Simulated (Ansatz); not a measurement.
**How much does W in Ru(0001), 2x2 scatter?**

Aim: the resistance that W in Ru(0001), 2x2 adds to the host.

Method: Ansatz plane-wave DFT, PBE, PAW files; ballistic transport by layer matching (Landauer), zero bias; PAW set soft_1, in the first sound run; inputs show where later runs differ, in Ansatz 0.2.0.

### Step 1. Starting point

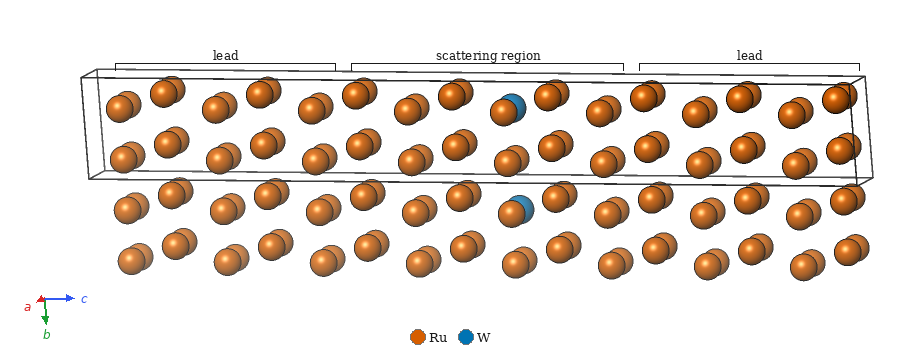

Start, viewed from the side, with the c axis across the page; ruthenium orange, tungsten blue. 1×2×1 cells are drawn.

The cell holds 64 atoms: 63 Ru and 1 W. Its edges and angles: a = 5.412 Å, b = 5.412 Å, c = 34.255 Å, α = 90.0°, β = 90.0°, γ = 120.0°. It derives from Ru. Regions: lead, 40 atoms (40 Ru); scattering region, 24 atoms (23 Ru and 1 W). The structure is stacked along c, and the current runs across the ab planes.

### Step 2. Transmission at ideal sites

The defect sits in one plane of the supercell, all atoms on ideal sites; the layers about the cell's end are the lead. The mesh across the current, 12×12, is finer than the density's, because channels open and close sharply across the zone. Energies from -0.1 to 0.1 eV in steps of 0.05 eV are too few for the program's thermal sum, so it prints no conductance; for a metal the transmission near the Fermi level serves, at a fraction of the cost.

File input.yaml:

```yaml
crystal:
  lattice:
    - [5.4116, 0.0, 0.0]
    - [-2.7058, 4.6865830751, 0.0]
    - [0.0, 0.0, 34.2552]
  atoms:
    - { symbol: Ru, position: [0.1666666667, 0.3333333333, 0.03125] }
    - { symbol: Ru, position: [0.1666666667, 0.8333333333, 0.03125] }
    - { symbol: Ru, position: [0.6666666667, 0.3333333333, 0.03125] }
    - { symbol: Ru, position: [0.6666666667, 0.8333333333, 0.03125] }
    - { symbol: Ru, position: [0.3333333333, 0.1666666667, 0.09375] }
    - { symbol: Ru, position: [0.3333333333, 0.6666666667, 0.09375] }
    - { symbol: Ru, position: [0.8333333333, 0.1666666667, 0.09375] }
    - { symbol: Ru, position: [0.8333333333, 0.6666666667, 0.09375] }
    - { symbol: Ru, position: [0.1666666667, 0.3333333333, 0.15625] }
    - { symbol: Ru, position: [0.1666666667, 0.8333333333, 0.15625] }
    - { symbol: Ru, position: [0.6666666667, 0.3333333333, 0.15625] }
    - { symbol: Ru, position: [0.6666666667, 0.8333333333, 0.15625] }
    - { symbol: Ru, position: [0.3333333333, 0.1666666667, 0.21875] }
    - { symbol: Ru, position: [0.3333333333, 0.6666666667, 0.21875] }
    - { symbol: Ru, position: [0.8333333333, 0.1666666667, 0.21875] }
    - { symbol: Ru, position: [0.8333333333, 0.6666666667, 0.21875] }
    - { symbol: Ru, position: [0.1666666667, 0.3333333333, 0.28125] }
    - { symbol: Ru, position: [0.1666666667, 0.8333333333, 0.28125] }
    - { symbol: Ru, position: [0.6666666667, 0.3333333333, 0.28125] }
    - { symbol: Ru, position: [0.6666666667, 0.8333333333, 0.28125] }
    - { symbol: Ru, position: [0.3333333333, 0.1666666667, 0.34375] }
    - { symbol: Ru, position: [0.3333333333, 0.6666666667, 0.34375] }
    - { symbol: Ru, position: [0.8333333333, 0.1666666667, 0.34375] }
    - { symbol: Ru, position: [0.8333333333, 0.6666666667, 0.34375] }
    - { symbol: Ru, position: [0.1666666667, 0.3333333333, 0.40625] }
    - { symbol: Ru, position: [0.1666666667, 0.8333333333, 0.40625] }
    - { symbol: Ru, position: [0.6666666667, 0.3333333333, 0.40625] }
    - { symbol: Ru, position: [0.6666666667, 0.8333333333, 0.40625] }
    - { symbol: Ru, position: [0.3333333333, 0.1666666667, 0.46875] }
    - { symbol: Ru, position: [0.3333333333, 0.6666666667, 0.46875] }
    - { symbol: Ru, position: [0.8333333333, 0.1666666667, 0.46875] }
    - { symbol: Ru, position: [0.8333333333, 0.6666666667, 0.46875] }
    - { symbol: W, position: [0.1666666667, 0.3333333333, 0.53125] }
    - { symbol: Ru, position: [0.1666666667, 0.8333333333, 0.53125] }
    - { symbol: Ru, position: [0.6666666667, 0.3333333333, 0.53125] }
    - { symbol: Ru, position: [0.6666666667, 0.8333333333, 0.53125] }
    - { symbol: Ru, position: [0.3333333333, 0.1666666667, 0.59375] }
    - { symbol: Ru, position: [0.3333333333, 0.6666666667, 0.59375] }
    - { symbol: Ru, position: [0.8333333333, 0.1666666667, 0.59375] }
    - { symbol: Ru, position: [0.8333333333, 0.6666666667, 0.59375] }
    - { symbol: Ru, position: [0.1666666667, 0.3333333333, 0.65625] }
    - { symbol: Ru, position: [0.1666666667, 0.8333333333, 0.65625] }
    - { symbol: Ru, position: [0.6666666667, 0.3333333333, 0.65625] }
    - { symbol: Ru, position: [0.6666666667, 0.8333333333, 0.65625] }
    - { symbol: Ru, position: [0.3333333333, 0.1666666667, 0.71875] }
    - { symbol: Ru, position: [0.3333333333, 0.6666666667, 0.71875] }
    - { symbol: Ru, position: [0.8333333333, 0.1666666667, 0.71875] }
    - { symbol: Ru, position: [0.8333333333, 0.6666666667, 0.71875] }
    - { symbol: Ru, position: [0.1666666667, 0.3333333333, 0.78125] }
    - { symbol: Ru, position: [0.1666666667, 0.8333333333, 0.78125] }
    - { symbol: Ru, position: [0.6666666667, 0.3333333333, 0.78125] }
    - { symbol: Ru, position: [0.6666666667, 0.8333333333, 0.78125] }
    - { symbol: Ru, position: [0.3333333333, 0.1666666667, 0.84375] }
    - { symbol: Ru, position: [0.3333333333, 0.6666666667, 0.84375] }
    - { symbol: Ru, position: [0.8333333333, 0.1666666667, 0.84375] }
    - { symbol: Ru, position: [0.8333333333, 0.6666666667, 0.84375] }
    - { symbol: Ru, position: [0.1666666667, 0.3333333333, 0.90625] }
    - { symbol: Ru, position: [0.1666666667, 0.8333333333, 0.90625] }
    - { symbol: Ru, position: [0.6666666667, 0.3333333333, 0.90625] }
    - { symbol: Ru, position: [0.6666666667, 0.8333333333, 0.90625] }
    - { symbol: Ru, position: [0.3333333333, 0.1666666667, 0.96875] }
    - { symbol: Ru, position: [0.3333333333, 0.6666666667, 0.96875] }
    - { symbol: Ru, position: [0.8333333333, 0.1666666667, 0.96875] }
    - { symbol: Ru, position: [0.8333333333, 0.6666666667, 0.96875] }
kpoints:
  mp_grid: { grid: [5, 5, 1] }
hamiltonian:
  xc: pbe
  pseudopotentials: { kind: paw, azcp: { folder: soft_1 } }
scf:
  occupations: { method: fermi_dirac, width: 0.1 }
output:
  transmission: { leads: [[0, 8]], kmesh: [12, 12], e_range: [-0.1, 0.1], de: 0.05 }
  write_potential: true
  write_density: true
  volumetric_format: npy
  elf: true
```

Started as:

```console
$ ansatz run input.yaml --threads 4 --pin off --max-ram 15360MiB --backend cpu --events-out ev --progress --plain --runs-dir out
```

Numbers of over 12 decimals in the logs are rounded to 6 here.

The program printed:

```text
Engine: ansatz 0.2.0, x86_64-unknown-linux-gnu
Pseudopotentials: kind: paw
Pseudopotential: Ru, paw, valence charge 16, recommended cutoff 420 eV (normal), soft_1/Ru.paw.azcp
Pseudopotential: W, paw, valence charge 14, recommended cutoff 420 eV (normal), soft_1/W.paw.azcp
Functional definition: PBE
  parameter kappa = 0.804
  parameter beta = 0.066725
  exchange = pbe_x(kappa = kappa, mu = beta*pi^2/3)
  correlation = pbe_c(beta = beta)
Crystal: 64 atoms, lattice volume = 868.777 Å³
Basis set: ecut = 420 eV, 16909 PW (Γ)
Bands: 614, of which v1, the nominal top of the filled ones, is band 511 counted from 1 (510 counted from 0)
Symmetry: 12 space group operations
Space group: P-6m2 (ITA 187), of the structure as read, at distance tolerance 9.5e-5 Å
k-points: 5 of 25 (time reversal used)
Non-local potential: Ru, projectors of the file, l = 0: 3, l = 1: 2, l = 2: 2, l = 3: 1
Non-local potential: W, projectors of the file, l = 0: 3, l = 1: 2, l = 2: 2, l = 3: 1
PAW form: soft (Blöchl's): semilocal exchange-correlation on the pseudo side does not see the compensation charge
PAW one-centre angular grid: Ru, 590 points (default); XC on 64 Gauss nodes
PAW one-centre angular grid: W, 590 points (default); XC on 64 Gauss nodes
Initial density: superposition of atomic densities (chi_scale 0.1, normalization cell, long waves kept (reshape's long-wave potential 0.93 eV rms))
Initial wavefunctions: pseudopotential atomic-orbital guess
Functional: x = pbe(κ = 0.804, μ = 0.219515), c = pbe(β = 0.066725)
SCF iter   1: F=—  HF=-380805.140047 eV  |F-HF|=—  |Δ(HF+E_count)|=         —  Δρ=1.41e-1  dr2=6.30e3  ethr=3.10e-3  ⟨swp⟩=5.0  Hψ=9705  notcnv=0
preconditioner: auto → Kerker (q_TF=auto, 2.803 Å⁻¹)  [metal: Δε(μ)=0.007 eV  Ē_g=5.388 eV  σ=0.100 eV  W_gap=0.02  n_scr=348 (ndim 8)  ℏωp=28.5 eV  f_vac=0.000  D(μ)=57.00/eV (n_scr^D=546)]
SCF iter   2: F=—  HF=-380764.226354 eV  |F-HF|=—  |Δ(HF+E_count)|=    4.09e1  Δρ=7.43e-2  dr2=2.83e3  ethr=3.10e-3  ⟨swp⟩=2.0  Hψ=5534  notcnv=0  defer=79
SCF iter   3: F=—  HF=-380747.566546 eV  |F-HF|=—  |Δ(HF+E_count)|=    1.67e1  Δρ=1.38e-2  dr2=7.98e1  ethr=3.10e-3  ⟨swp⟩=3.2  Hψ=7029  notcnv=0  defer=60
SCF iter   4: F=—  HF=-380746.772482 eV  |F-HF|=—  |Δ(HF+E_count)|=   7.94e-1  Δρ=3.98e-3  dr2=1.55e1  ethr=3.10e-3  ⟨swp⟩=2.2  Hψ=3786  notcnv=0  defer=56
SCF iter   5: F=—  HF=-380746.720750 eV  |F-HF|=—  |Δ(HF+E_count)|=   5.17e-2  Δρ=1.77e-3  dr2=1.57e-1  ethr=1.52e-3  ⟨swp⟩=1.0  Hψ=3014  notcnv=0  defer=56
SCF iter   6: F=—  HF=-380746.717795 eV  |F-HF|=—  |Δ(HF+E_count)|=   2.95e-3  Δρ=3.39e-4  dr2=1.29e-2  ethr=1.53e-5  ⟨swp⟩=1.0  Hψ=3014  notcnv=0  defer=56
SCF iter   7: F=—  HF=-380746.717656 eV  |F-HF|=—  |Δ(HF+E_count)|=   1.40e-4  Δρ=9.68e-5  dr2=4.95e-4  ethr=1.26e-6  ⟨swp⟩=1.0  Hψ=3014  notcnv=0  defer=56
SCF iter   8: F=—  HF=-380746.717571 eV  |F-HF|=—  |Δ(HF+E_count)|=   8.46e-5  Δρ=2.48e-5  dr2=3.40e-5  ethr=4.84e-8  ⟨swp⟩=1.2  Hψ=3020  notcnv=0  defer=56
SCF iter   9: F=—  HF=-380746.719933 eV  |F-HF|=—  |Δ(HF+E_count)|=   2.36e-3  Δρ=4.92e-6  dr2=2.57e-6  ethr=3.33e-9  ⟨swp⟩=1.0  Hψ=3063  notcnv=0  defer=56
SCF iter  10: F=—  HF=-380746.719933 eV  |F-HF|=—  |Δ(HF+E_count)|=   2.97e-9  Δρ=1.28e-6  dr2=1.99e-7  ethr=2.51e-10  ⟨swp⟩=1.0  Hψ=3014  notcnv=0  defer=56
SCF iter  11: F=-380746.719933 eV  HF=-380746.719933 eV  |F-HF|=7.57e-9  |Δ(HF+E_count)|=  5.24e-10  Δρ=3.17e-7  dr2=8.15e-9  ethr=9.78e-12  ⟨swp⟩=7.6  Hψ=7033  notcnv=0
SCF 1 converged in 11 iterations: F = -380746.719933 eV  dr2 = 8.15e-9
  greatest PAW one-centre occupation: 1.000 electrons in one spin orbital (limit 2), on the Ru atom at site 33 (counted from 0), in its partial waves of l = 0
transmission: 120 of 1197 steps passed
transmission: 240 of 1197 steps passed
[...]
transmission: 1197 of 1197 steps passed
SCF converged after 11 iterations
Free energy (F): -380746.719933 eV
Harris-Foulkes:  -380746.719933 eV  (|F-HF|=7.57e-9)
Internal energy: -380744.704811 eV  (E = F + TS)
E sigma→0 (E₀):  -380745.712372 eV
Entropy (-TS):   -2.015121 eV (-31.486 meV/atom)
Fermi energy:    23.407388 eV
--- Per-component energies (eV) ---
  E_band       = -3553.860904
  E_kinetic    = 29437.950670
  E_local      = -80538.982147  (includes V_loc(G=0)·N_el)
  E_nonlocal   = 25962.176465
  E_hartree    = 26780.600895
  E_xc         = -10990.766585
  E_vxc        = -13793.027250  (∫ρ·V_xc dr)
  E_paw        = -229173.272771  (= ΣΔE_a)
  E_vpaw       = -18183.221760  (= ΣTr[D̂ρ^β])
  E_aug_tail   = 0.039488  (compensation charges beyond the density's cutoff)
  E_ewald      = -142222.450827
  E_smearing   = -2.015121  (= −TS)
  E_closure    = -0.000000  (closes the sum)
  Σ components = -380746.719933   (vs F -380746.719933, Δ=0.00e0)
--- Band table (eV; the first three rows and the last of 5) ---
  k-point 0: bands = [... 507 lower, 24.1658, 24.1698, 24.1698, 24.1712, 24.2262, 24.2370, 24.2370, 24.3376, ... 99 higher]
  k-point 1: bands = [... 507 lower, 23.5749, 23.5884, 23.8905, 23.9026, 23.9429, 23.9489, 23.9594, 23.9611, ... 99 higher]
  k-point 2: bands = [... 507 lower, 23.1054, 23.1211, 23.1550, 23.1982, 23.2378, 23.2928, 23.3090, 23.4462, ... 99 higher]
  k-point 4: bands = [... 507 lower, 23.0349, 23.0416, 23.0663, 23.0906, 23.0988, 23.1696, 23.3952, 23.4024, ... 99 higher]
--- Transmission ---
  basis      : 223 plane waves across, 63 finite elements along
  points     : 19, standing for a mesh of 12 x 12
  energies   : 5 from -0.100000 to 0.100000 eV about the Fermi level, 0.050000 eV apart; the leads are filled to 0.000000 eV, and channels, transmission and decay are at 0.000000 eV
  crystal 0  : Ru8, at the sites [0, 8], period 4.2819 Å, over 32.11 Å; its Hamiltonian steps by up to 1.8 meV
    offset         : up to 0.0000 Å between an atom of the period and one for which it stands
    channels       : 5.930556e0 a spin
    conductance    : none, the energies end too early or step too widely for 300 K: set another output.transmission.e_range or a lower de, or, where they end at an eighth of basis.ecutwfc, a higher one
  junction   : crystal 0 to crystal 0, 1.44 to 31.42 Å
    transmission   : 4.665057e0 a spin
    conductance    : none, the energies end too early or step too widely for 300 K: set another output.transmission.e_range or a lower de, or, where they end at an eighth of basis.ecutwfc, a higher one
```

Run time: 7.8 min. Hardware: 4 threads of Intel Xeon Platinum 8259CL at 2.50GHz (Skylake/Cascade Lake), shared host; peak memory 8.2 GiB; 24 min of CPU time.

The column dr2 measures how far the density is from self-consistency, as an energy; F and HF (Harris–Foulkes) agree once it is small.

Numbers from this step:

| Item | Value |
| --- | --- |
| free energy | -380746.7199 eV |
| energy at zero smearing | -380745.7124 eV |
| Fermi energy | 23.41 eV |
| cell area | 25.36 Å² |
| transmission per spin nearest the Fermi level | 4.665 |
| open channels per spin nearest the Fermi level | 5.931 |
| step of the lead's potential | 1.8 meV |

Per spin. The transmission, zone mean by energy, zero at the Fermi level:

```
energy (eV)  transmission, zone mean
    -0.1000                     4.74
    -0.0500                     4.77
     0.0000                     4.67
     0.0500                     4.66
     0.1000                     4.43
```

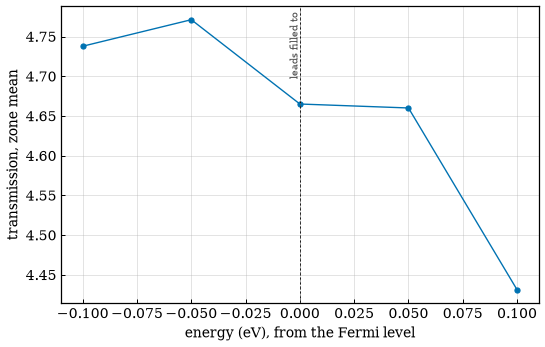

Transmission, zone mean, plotted against energy.

Per spin. Table of open channels, zone mean, lead by energy, zero at the Fermi level:

```
energy (eV)  open channels, zone mean, lead
    -0.1000                            5.64
    -0.0500                            6.01
     0.0000                            5.93
     0.0500                            5.81
     0.1000                            5.22
```

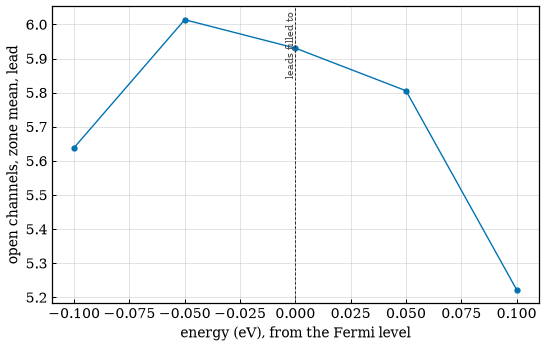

Open channels, zone mean, lead against energy.

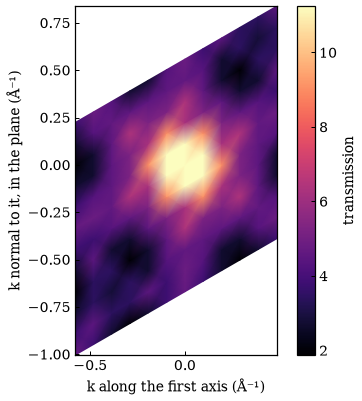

Transmission over k1 and k2. At 0.0000 eV from the Fermi level.

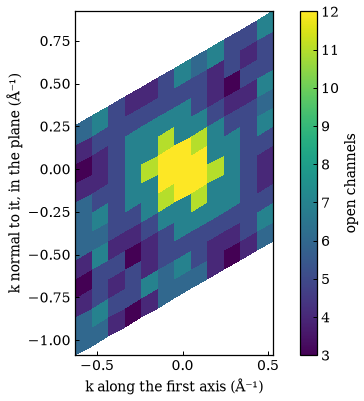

Open channels over k1 and k2. At 0.0000 eV from the Fermi level.

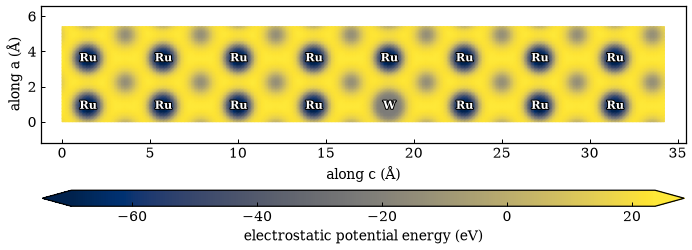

Electrostatic potential energy in the ca plane at fractional y = 0.333, with atoms of Ru and W within 0.2 Å of it. With pseudopotentials it is smooth inside the atoms' cores, unlike the true potential.

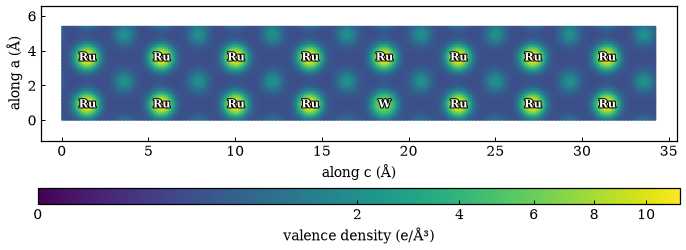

Valence density in the ca plane at fractional y = 0.333, with atoms of Ru and W within 0.2 Å of it. It is the smooth field of the valence electrons, not physical close to the nuclei. The colour scale is stretched toward low values.

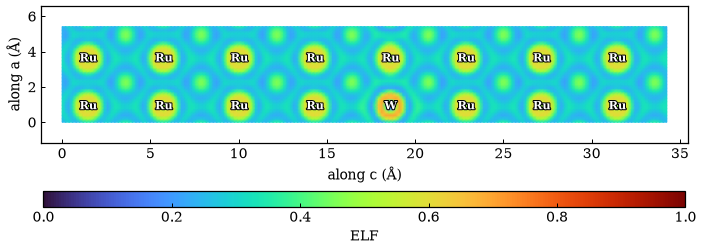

ELF in the ca plane at fractional y = 0.333, with atoms of Ru and W within 0.2 Å of it. It is the smooth field of the valence electrons, not physical close to the nuclei.

Over the solved energies the transmission per spin lies between 4.43 and 4.77, out of 5.72 channels of the lead on average (up to 6.01).

### Step 3. Resistance at ideal sites

This step: Ansatz plane-wave DFT, PBE, PAW files; ballistic transport by layer matching (Landauer), zero bias; area resistance of the defect plane and resistivity an atomic per cent; PAW set soft_1 (Ansatz 0.2.0).

This step gave:

```yaml
area_resistance: 0.1434 fΩ m²
t_over_the_leads_mean_channel_count: 0.7942
resistivity_per_at_scaled_from_this_dense_plane_with_the_factor_3_over_4_for_isotropic_scattering: 2.009 µΩ cm
```

Averaged over the energies near the Fermi level, 79.4 % of the channels pass, which makes 0.143 fΩ m².

By hand, with T and the leads' channels N averaged over the energies near the Fermi level: RA = A (h/2e²)(1/T − 1/N) = 25.36×10⁻²⁰ m² × 12 906 Ω × (1/4.699 − 1/5.917) = 0.143 fΩ m². Per atomic per cent: RA × A / V_atom × 0.01 × 3/4 = 2.01 µΩ cm, with the host's V_atom = 13.57 Å³.

(Continued in part 2 of 3.)

[Logs are printed without paths, hosts, clocks, repeated set-up lines and the standing remarks that a program may print on its own settings, such as how far it seeks lower states.]

[Hosts, paths, dates, database ids (printed as entryN), source tags and the programs' standing remarks are cut or masked in the printed files.]
